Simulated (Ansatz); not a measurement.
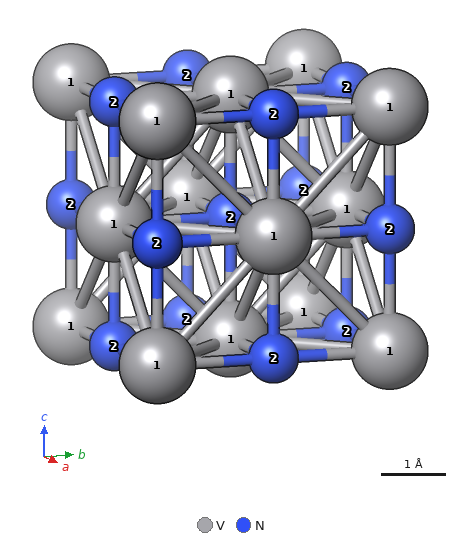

Fig. 1: The starting structure (ball-and-stick view of the cell 4 times as large as that of the calculation, set on its symmetry axes, seen slightly off an axis; atoms are numbered from 1 in the order of the input). Near neighbours in the crystal (not all of them lie inside the picture): V has 6 N at 1.96 Å and 12 V at 2.77 Å; N has 6 V at 1.96 Å.

# Geometry relaxation of VN

The run: geometry relaxation of VN (Fm-3m, 2 atoms in the cell). Method and program: DFT, PBE, all-electron LAPW, scalar-relativistic, no spin polarisation (Ansatz 0.2.0).

It belongs to a series of runs on one base structure; here: rocksalt relaxed under pressure, LAPW. Figures and captions count atoms from 1; the log counts them from 0 in places.

### Output
```
The last accepted step is kept in [file] (removed where the run ends without a failure and the disk answers)
LAPW: plane waves up to 10.943 Å⁻¹, error target 5.0e-4 eV per atom; small_component_spin mean_spin; N in spheres of 0.858 Å, 7 of its electrons in bands, Dirac shells []; V in spheres of 1.042 Å, 21 of its electrons in bands, Dirac shells [] (how accurate: hamiltonian.pseudopotentials.lapw.basis_error, Limitations)
Engine: ansatz 0.2.0, aarch64-unknown-linux-gnu
Pseudopotentials: kind: all_electron
Pseudopotential: V, LAPW, valence charge 21, lapw/all_electron/scalar/gaussian/V, Koelling and Harmon's equation, gaussian nucleus
Pseudopotential: N, LAPW, valence charge 7, lapw/all_electron/scalar/gaussian/N, Koelling and Harmon's equation, gaussian nucleus
Functional definition: PBE
  parameter kappa = 0.804
  parameter beta = 0.06672455060314922
  exchange = pbe_x(kappa = kappa, mu = beta*pi^2/3)
  correlation = pbe_c(beta = beta)
Crystal: 2 atoms, lattice volume = 15.022 Å³
Basis set: ecut = 456.20348350661897 eV, 331 PW (Γ), exchange–correlation at level 2
Bands: 18, of which v1, the nominal top of the filled ones, is band 14 counted from 1 (13 counted from 0)
Symmetry: 48 space group operations
Space group: Fm-3m (ITA 225), of the structure as read, at distance tolerance 2.5e-5 Å
k-points: 145 of 4096
Non-local potential: V, projectors of the file, none
Non-local potential: N, projectors of the file, none
Initial density: superposition of atomic densities (chi_scale 0.1, normalization cell, long waves kept (reshape's long-wave potential 0.00 eV rms))
Initial wavefunctions: plane waves of lowest kinetic energy (no species holds an atomic orbital)
Functional: x = pbe(κ = 0.804, μ = 0.2195149727645171), c = pbe(β = 0.06672455060314922)
iter 1 solved again at ethr=1.92e-2 eV; its pass at ethr=1.00e-1 eV (dr2=5.36e0 eV) is discarded
SCF iter   1: F=—  HF=-27325.952108 eV  |F-HF|=—  |Δ(HF+E_count)|=         —  Δρ=1.88e-1  dr2=5.36e0  ethr=1.92e-2  ⟨swp⟩=2.0  Hψ=31061  notcnv=0
automatic band count: the SCF goes on with 22 bands, as 18 were too few: the levels above may hold too much charge
preconditioner: auto → none  [metal: Δε(μ)=0.008 eV  Ē_g=17.773 eV  σ=0.100 eV  W_gap=0.02  n_scr=8 (ndim 8)  ℏωp=30.3 eV  f_vac=0.000  D(μ)=1.11/eV (n_scr^D=14)  sad-step TF]
iter 2 solved again at ethr=1.38e-3 eV; its pass at ethr=1.92e-2 eV (dr2=3.88e-1 eV) is discarded
SCF iter   2: F=—  HF=-27324.192934 eV  |F-HF|=—  |Δ(HF+E_count)|=    1.76e0  Δρ=6.05e-2  dr2=3.88e-1  ethr=1.38e-3  ⟨swp⟩=2.0  Hψ=15931  notcnv=0
SCF iter   3: F=—  HF=-27323.769312 eV  |F-HF|=—  |Δ(HF+E_count)|=   4.24e-1  Δρ=2.49e-2  dr2=9.53e-2  ethr=1.38e-3  ⟨swp⟩=2.0  Hψ=9185  notcnv=0
SCF iter   4: F=—  HF=-27323.786237 eV  |F-HF|=—  |Δ(HF+E_count)|=         —  Δρ=1.52e-2  dr2=3.13e-2  ethr=3.40e-4  ⟨swp⟩=2.0  Hψ=9072  notcnv=0
the basis was enlarged: its passes take 439.5 KiB over the memory plan, 1 of 1 planned eigensolver slots
SCF iter   5: F=—  HF=-27323.765686 eV  |F-HF|=—  |Δ(HF+E_count)|=   2.06e-2  Δρ=1.96e-3  dr2=5.58e-4  ethr=1.12e-4  ⟨swp⟩=2.0  Hψ=8698  notcnv=0
SCF iter   6: F=—  HF=-27323.765442 eV  |F-HF|=—  |Δ(HF+E_count)|=   2.44e-4  Δρ=4.76e-4  dr2=3.45e-5  ethr=1.99e-6  ⟨swp⟩=2.0  Hψ=8724  notcnv=0
SCF iter   7: F=—  HF=-27323.765429 eV  |F-HF|=—  |Δ(HF+E_count)|=   1.26e-5  Δρ=1.28e-4  dr2=2.52e-6  ethr=1.23e-7  ⟨swp⟩=2.0  Hψ=8720  notcnv=0
SCF iter   8: F=-27323.765428 eV  HF=-27323.765428 eV  |F-HF|=7.27e-8  |Δ(HF+E_count)|=   1.05e-6  Δρ=1.58e-5  dr2=3.81e-8  ethr=8.99e-9  ⟨swp⟩=2.0  Hψ=8720  notcnv=0
SCF 1 converged in 8 iterations: F = -27323.765428 eV  dr2 = 3.81e-8
relax step   1: F+E_penalty+E_count = -27323.76542813 eV  Δ(F+E_penalty+E_count) = +0.000e0 eV  max|allowed force component| = 2.498e-29 eV/Å  Δτ_max = 0.0000 Å  P = +64.905 GPa  Ω = 15.022 Å³  (8 SCF iters, accepted)
Crystal: 2 atoms, lattice volume = 15.020 Å³
Basis set: ecut = 456.240816479302 eV, 331 PW (Γ), exchange–correlation at level 2
Bands: 22, of which v1, the nominal top of the filled ones, is band 14 counted from 1 (13 counted from 0)
Initial density: handed on by an earlier stage of this run
Initial wavefunctions: those handed on with the density
iter 1 solved again at ethr=3.27e-10 eV; its pass at ethr=1.00e-1 eV (dr2=9.15e-8 eV) is discarded
SCF iter   1: F=—  HF=-27323.764680 eV  |F-HF|=—  |Δ(HF+E_count)|=         —  Δρ=2.38e-5  dr2=8.67e-8  ethr=3.27e-10  ⟨swp⟩=4.0  Hψ=15814  notcnv=0
preconditioner: auto → none  [metal: Δε(μ)=0.004 eV  Ē_g=16.568 eV  σ=0.100 eV  W_gap=0.01  n_scr=8 (ndim 8)  ℏωp=30.3 eV  f_vac=0.000  D(μ)=1.28/eV (n_scr^D=14)]
SCF iter   2: F=—  HF=-27323.764681 eV  |F-HF|=—  |Δ(HF+E_count)|=   6.22e-7  Δρ=2.84e-5  dr2=1.19e-7  ethr=3.10e-10  ⟨swp⟩=2.2  Hψ=8756  notcnv=0
iter 3 solved again at ethr=1.18e-12 eV; its pass at ethr=3.10e-10 eV (dr2=3.30e-10 eV) is discarded
SCF iter   3: F=-27323.764681 eV  HF=-27323.764681 eV  |F-HF|=5.82e-11  |Δ(HF+E_count)|=   5.39e-8  Δρ=1.57e-6  dr2=3.31e-10  ethr=5.75e-12 (applied; sched 1.18e-12)  ⟨swp⟩=2.0  Hψ=14830  notcnv=0
SCF 2 converged in 3 iterations: F = -27323.764681 eV  dr2 = 3.31e-10
relax step   2: F+E_penalty+E_count = -27323.76468084 eV  Δ(F+E_penalty+E_count) = +7.473e-4 eV  max|allowed force component| = 1.538e-29 eV/Å  Δτ_max = 0.0000 Å  P = +64.979 GPa  Ω = 15.020 Å³  (3 SCF iters, accepted)
iter 1 solved again at ethr=1.07e-12 eV; its pass at ethr=1.00e-1 eV (dr2=2.99e-10 eV) is discarded
SCF iter   1: F=—  HF=-27323.764680 eV  |F-HF|=—  |Δ(HF+E_count)|=         —  Δρ=1.50e-6  dr2=2.94e-10  ethr=8.43e-12 (applied; sched 1.07e-12)  ⟨swp⟩=3.0  Hψ=15859  notcnv=0
SCF iter   2: F=-27323.764681 eV  HF=-27323.764681 eV  |F-HF|=2.55e-11  |Δ(HF+E_count)|=   5.99e-7  Δρ=8.35e-7  dr2=6.73e-11  ethr=9.32e-12 (applied; sched 1.05e-12)  ⟨swp⟩=3.0  Hψ=9921  notcnv=0
SCF 3 converged in 2 iterations: F = -27323.764681 eV  dr2 = 6.73e-11
relax step   3: F+E_penalty+E_count = -27323.76468084 eV  Δ(F+E_penalty+E_count) = -4.526e-9 eV  max|allowed force component| = 1.328e-29 eV/Å  Δτ_max = 0.0000 Å  P = +64.979 GPa  Ω = 15.020 Å³  stress off target by 2.09e-2 GPa  SCF on the basis re-selected at this cell (its energy is not comparable with the rows above)  (2 SCF iters)
```

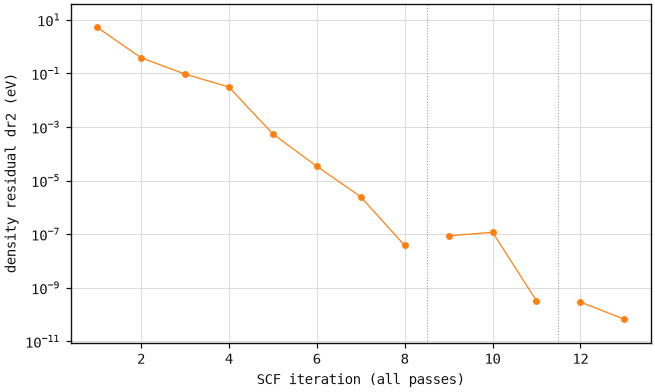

Fig. 2: Convergence of the self-consistent field: density residual dr2 against the SCF iteration. The dotted lines part the SCF passes of the relaxation: geometry steps, rejected trials and re-solves on a re-selected basis. The passes take 8, 3 and 2 iterations.

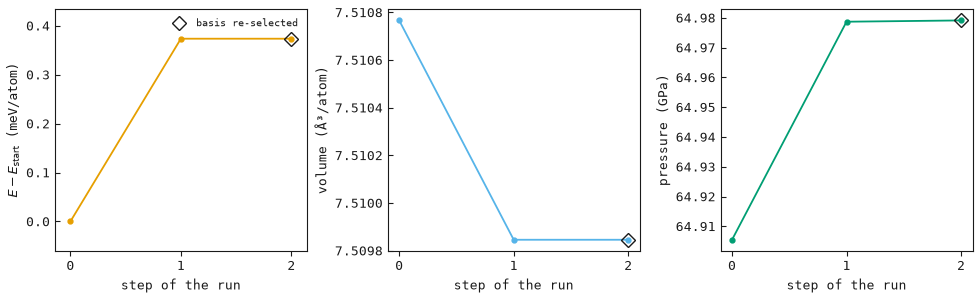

Fig. 3: Progress of the relaxation, step by step (the first geometry is step 0 here and step 1 in the log). Over 1 geometry step the energy rises by 0.4 meV per atom. All forces vanish by symmetry, so only the cell relaxes. Pressure: 64.91 GPa at the start and 64.98 GPa at the end. No atom moves by more than 0.005 Å. The cell stays as it was. The space group stays Fm-3m (No. 225). A last SCF at the same geometry on a re-selected plane-wave basis shifts the energy by next to nothing (0.0 meV per atom).

```
basis re-selected at this cell: Δ(F+E_penalty+E_count) = -4.526e-9 eV, ΔP = +0.000 GPa vs the last step (what re-selecting the basis moved, after the strain that the cell walked since its last selection, with what the two solves' SCF thresholds leave and, on support functions, any second-order correction that the steps lacked; it is no measure of the basis error at this ecutwfc). This SCF's stress stands 2.09e-2 GPa from its target on what of the cell is left free (relax.cell.stress_tol is 3.30e-2 GPa) and its largest allowed force component is 1.33e-29 eV/Å (relax.f_tol is 5.00e-3 eV/Å): within both
SCF converged after 2 iterations
Free energy (F): -27323.764681 eV
Harris-Foulkes:  -27323.764681 eV  (|F-HF|=2.55e-11)
Internal energy: -27323.721899 eV  (E = F + TS)
E sigma→0 (E₀):  -27323.743290 eV
Entropy (-TS):   -0.042782 eV (-21.391 meV/atom)
Fermi energy:    22.559584 eV
--- Per-component energies (eV) ---
  E_band       = -4750.306599
  E_kinetic    = 27612.229847
  E_xc         = -1428.898774
  E_electrostatic = -53507.052973  (all electrons and nuclei)
  E_smearing   = -0.042782  (= −TS)
  E_closure    = 0.000000  (closes the sum)
  E_atoms      = -27305.426087  (free atoms, spherical and without spin; not in F)
  Σ components = -27323.764681   (vs F -27323.764681, Δ=0.00e0)
  Basis errors (estimates in eV, not in F): energy 2.0e-4 per atom: plane waves 1.8e-4 (1.0e-4 summed), levels above the bands 7.7e-88, relativity 2.1e-8, radial functions 1.8e-5, core shells 1.5e-14; eigenvalues (radial functions only) 1.1e-5; not estimated: angular momenta, meshes, grids; target (lapw.basis_error) 5.0e-4; muffin-tin radii N 0.858 Å, V 1.042 Å
--- Forces (eV/Å), atoms counted from 1 ---
  atom   1  V     -0.00000000     0.00000000    -0.00000000
  atom   2  N      0.00000000    -0.00000000     0.00000000
  max |Σ_I F_I| component: 1.64e-29 eV/Å
--- Stress (GPa, compression-positive) ---
       64.979130      -0.000000      -0.000000
       -0.000000      64.979130      -0.000000
       -0.000000      -0.000000      64.979130
  P = ⅓ Tr σ = 64.9791 GPa (649.791 kbar)
--- Band table (eV; the first three rows and the last of 145) ---
  k-point 0: bands = ["-574.9711", "-475.4169", "-475.4169", "-475.4169", "-355.2223", "-42.8993", "-16.4149", "-16.4149", "-16.4149", "3.3654", "19.9790", "19.9790", "19.9790", "20.6169", "20.6169", "20.6169", "21.9682", "21.9682", "30.4199", "36.9239", "44.2540", "44.2540"]
  k-point 1: bands = ["-574.9711", "-475.4169", "-475.4169", "-475.4169", "-355.2223", "-42.8938", "-16.4498", "-16.4177", "-16.4177", "3.4665", "19.2575", "19.3868", "19.3868", "20.7920", "20.7920", "21.1123", "22.5388", "22.5388", "30.6191", "36.9815", "44.1552", "44.1552"]
  k-point 2: bands = ["-574.9711", "-475.4169", "-475.4169", "-475.4169", "-355.2223", "-42.8782", "-16.5483", "-16.4258", "-16.4258", "3.7608", "18.1184", "18.4567", "18.4567", "21.0657", "21.0657", "21.6527", "23.6413", "23.6413", "31.1279", "37.0369", "43.8000", "43.8000"]
  k-point 144: bands = ["-574.9711", "-475.4169", "-475.4169", "-475.4169", "-355.2223", "-42.7060", "-16.9223", "-16.9223", "-16.7187", "5.9002", "15.5515", "15.5515", "15.6484", "22.7205", "22.7205", "24.1321", "25.5371", "26.1380", "36.0958", "36.0958", "38.0405", "41.9910"]
--- Relaxed structure (2 steps of the walk, 2 accepted, 1 SCFs on fresh bases) ---
  F+E_penalty+E_count = -27323.76468084 eV   max|allowed force component| = 1.328e-29 eV/Å   (the final SCF, on the basis selected at the relaxed cell)
  cell:  # Å, volume = 15.0197 Å³
    - [1.2101508578127028e-34, 1.9582895448698248, 1.9582895448698248]
    - [1.9582895448698248, -1.2738430082238973e-34, 1.9582895448698248]
    - [1.9582895448698248, 1.9582895448698248, -1.0827665569903126e-34]
  atoms:
    - { symbol: V, position: [1.1684697245641255e-36, -8.483410329027212e-37, -1.7607078041377239e-37] }
    - { symbol: N, position: [0.49999999999999994, 0.49999999999999994, 0.49999999999999994] }
```

### Trajectory as extended XYZ (Å, eV, eV/Å), 3 frames, from step=1 to step=3
```
2
Lattice="0.0000 1.9584 1.9584 1.9584 0.0000 1.9584 1.9584 1.9584 0.0000" Properties=species:S:1:pos:R:3:forces:R:3 step=1 energy=-27323.76543 pressure_GPa=64.91
V     0.0000    0.0000    0.0000    0.0000   0.0000   0.0000
N     1.9584    1.9584    1.9584    0.0000   0.0000   0.0000
2
Lattice="0.0000 1.9583 1.9583 1.9583 0.0000 1.9583 1.9583 1.9583 0.0000" Properties=species:S:1:pos:R:3:forces:R:3 step=2 energy=-27323.76468 pressure_GPa=64.98
V     0.0000    0.0000    0.0000    0.0000   0.0000   0.0000
N     1.9583    1.9583    1.9583    0.0000   0.0000   0.0000
2
Lattice="0.0000 1.9583 1.9583 1.9583 0.0000 1.9583 1.9583 1.9583 0.0000" Properties=species:S:1:pos:R:3:forces:R:3 step=3 energy=-27323.76468 pressure_GPa=64.98
V     0.0000    0.0000    0.0000    0.0000   0.0000   0.0000
N     1.9583    1.9583    1.9583    0.0000   0.0000   0.0000
```

This output came from the following input.

### The input
```yaml
crystal:
  lattice:
    - [0.0, 1.9583696706, 1.9583696706]
    - [1.9583696706, 0.0, 1.9583696706]
    - [1.9583696706, 1.9583696706, 0.0]
  atoms:
    - { symbol: V, position: [0.0, 0.0, 0.0] }
    - { symbol: "N", position: [0.5, 0.5, 0.5] }
kpoints:
  mp_grid: { grid: [16, 16, 16] }
scf:
  occupations: { method: fermi_dirac, width: 0.1 }
hamiltonian:
  xc: pbe
  pseudopotentials: { kind: all_electron, lapw: { basis_error: 0.0005 } }
output:
  forces: true
  stress: true
  eigenvalues: true
relax:
  f_tol: 0.005
  max_steps: 12
  cell: { p_target: 65.0, stress_tol: 0.033 }
```

Launch command:
```bash
ansatz run input.yaml --threads 1 --pin off --max-ram 3584MiB --backend cpu --events-out ev --progress --plain --runs-dir out
```

### Results in brief

- outcome: converged
- space group (tolerance 0.01 Å): Fm-3m (225)
- electrons in bands (core shells apart): 28
- free energy: −27323.7647 eV
- Fermi energy: 22.560 eV
- pressure: 64.98 GPa
- final volume: 15.02 Å³
- largest force (length of the vector) at the end: under 0.001 eV/Å
- final cell: a = 2.769 Å, b = 2.769 Å, c = 2.769 Å, α = 60.00°, β = 60.00°, γ = 60.00°
- hardware: 1 thread of Arm Neoverse V2, 24 GiB of memory available, shared host
- wall time: 39 s
- peak memory: 0.55 GiB

### Notes

The run has no spin polarisation, so a magnetic state may lie lower. The cell was relaxed to the target pressure of the input; what is minimised is then the enthalpy E + pV.
